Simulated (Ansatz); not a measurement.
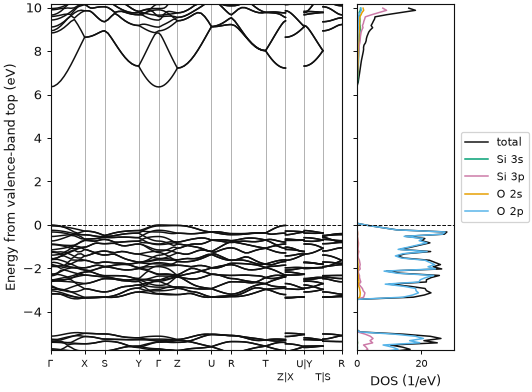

Band structure and density of states. Energies are counted from the top of the valence band. The partial curves are projected on Löwdin-orthogonalised atomic shells.

System: SiO₂, space group Pccn (No. 56), 24 atoms in the cell.

```yaml
crystal:
  lattice:
    - [4.71022, 0.00000, 0.00000]
    - [0.00000, 8.06137, 0.00000]
    - [0.00000, 0.00000, 8.58742]
  atoms:
    - { symbol: Si, position: [0.13966, 0.06295, 0.15942] }
    - { symbol: Si, position: [0.13966, 0.43705, 0.65942] }
    - { symbol: Si, position: [0.63966, 0.56295, 0.84058] }
    - { symbol: Si, position: [0.36034, 0.43705, 0.15942] }
    - { symbol: Si, position: [0.86034, 0.56295, 0.34058] }
    - { symbol: Si, position: [0.86034, 0.93705, 0.84058] }
    - { symbol: Si, position: [0.63966, 0.93705, 0.34058] }
    - { symbol: Si, position: [0.36034, 0.06295, 0.65942] }
    - { symbol: O, position: [0.59620, 0.05649, 0.79653] }
    - { symbol: O, position: [0.59620, 0.44351, 0.29653] }
    - { symbol: O, position: [0.40380, 0.55649, 0.70347] }
    - { symbol: O, position: [0.25000, 0.25000, 0.64014] }
    - { symbol: O, position: [0.09620, 0.55649, 0.20347] }
    - { symbol: O, position: [0.40380, 0.94351, 0.20347] }
    - { symbol: O, position: [0.90380, 0.05649, 0.29653] }
    - { symbol: O, position: [0.00000, 0.50000, 0.50000] }
    - { symbol: O, position: [0.75000, 0.75000, 0.35986] }
    - { symbol: O, position: [0.75000, 0.75000, 0.85986] }
    - { symbol: O, position: [0.90380, 0.44351, 0.79653] }
    - { symbol: O, position: [0.50000, 0.50000, 0.00000] }
    - { symbol: O, position: [0.25000, 0.25000, 0.14014] }
    - { symbol: O, position: [0.09620, 0.94351, 0.70347] }
    - { symbol: O, position: [0.00000, 0.00000, 0.00000] }
    - { symbol: O, position: [0.50000, 0.00000, 0.50000] }
```

Ansatz 0.2.0; DFT r2SCAN, scalar-relativistic, plane waves, PAW, no spin polarisation, 6×4×4 k mesh, 500 eV cutoff.

Read off the fundamental gap and say whether it is direct.

An insulator. The gap along this path is 6.35 eV and direct: both edges lie at Γ.

What are the direct gaps at R, U and Y?

The direct gaps are 9.62 eV at R, 9.45 eV at U and 7.57 eV at Y.
